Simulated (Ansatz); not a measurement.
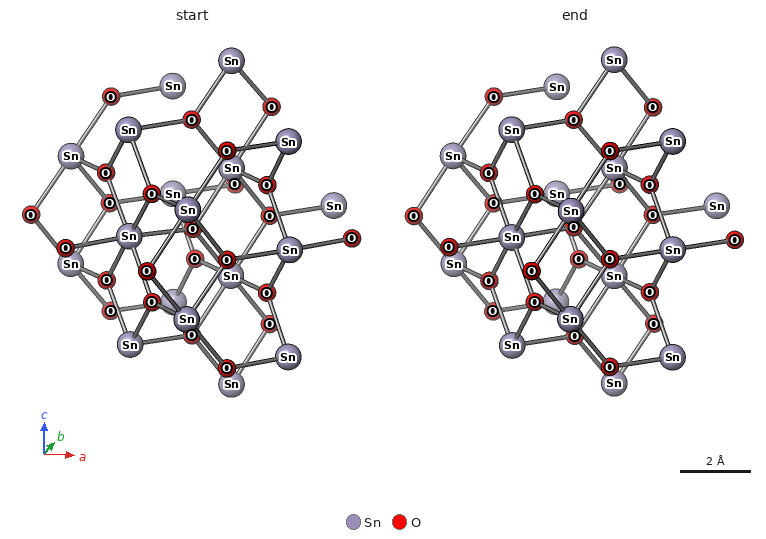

The structure of a defect cell of composition Sn₂₄O₄₇ before (left) and after (right) a relaxation, at one scale.

The picture is a ball-and-stick view of the atoms within 5.0 Å of the atom that moves most (axes of the cell of the calculation), seen slightly off an axis.

Level of theory: DFT, PBEsol, PAW, plane waves (Ansatz). Set-up: plane-wave cutoff 420 eV; k-point mesh 1 × 1 × 1; mesh shifted by (0.25, 0.25, 0.25); collinear spin; atoms relaxed in a fixed cell; force threshold 0.03 eV/Å; at most 80 steps.

Q: Summarise the run.

A: An O atom moves most: 0.096 Å along [−3 2 1]. Largest moves by element: O 0.096 Å, Sn 0.075 Å. The cell doesn't change. Some distances before and after: O–Sn 2.001 → 2.072 Å, O–Sn 2.112 → 2.050 Å, O–Sn 2.022 → 2.082 Å, O–Sn 2.126 → 2.071 Å. Among the angles between lasting bonds that change: O–Sn–O 179.1° → 176.2°, O–Sn–O 175.9° → 178.8°, Sn–O–Sn 104.1° → 101.2°. Over 4 geometry steps the energy falls by 0.779 eV per cell of the calculation. The largest force component goes from 1.9 to 0.028 eV/Å. The program noted that the starting moments weren't kept. Cost: 9.8 s on 1 × NVIDIA GB300 Max-Q with 8 threads of Arm Neoverse-V2, peak memory 2 GiB.
